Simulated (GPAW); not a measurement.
The compound is W₂C (space group P-3m1, No. 164), taken as a cell listed in the Materials Project, as set up for an electronic-structure calculation.

```cif
data_structure
_symmetry_space_group_name_H-M 'P-3m1'
_symmetry_Int_Tables_number 164
_cell_length_a 3.0700
_cell_length_b 3.0700
_cell_length_c 4.6784
_cell_angle_alpha 90.000
_cell_angle_beta 90.000
_cell_angle_gamma 120.000
_cell_volume 38.19
loop_
_atom_site_label
_atom_site_type_symbol
_atom_site_symmetry_multiplicity
_atom_site_Wyckoff_symbol
_atom_site_fract_x
_atom_site_fract_y
_atom_site_fract_z
_atom_site_occupancy
W1 W 2 d 0.66667 0.33333 0.25367 1
C1 C 1 a 0.00000 0.00000 0.00000 1
```

Describe the stacking along c, with columns A (0, 0), B (1/3, 2/3), C (2/3, 1/3) of the hexagonal mesh.

C(A) – W(C) – W(B) (three layers in 4.68 Å).

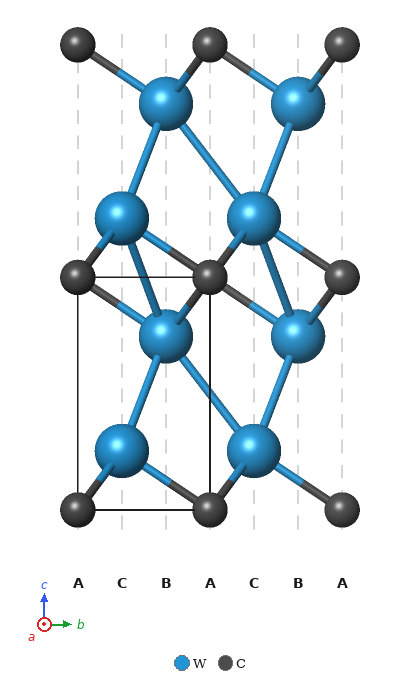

The picture looks along a close-packed row of the hexagonal mesh; c points upwards. The dashed lines mark the three columns A (0, 0), B (1/3, 2/3) and C (2/3, 1/3). The sequence starts with the first layer at or above the cell's origin.
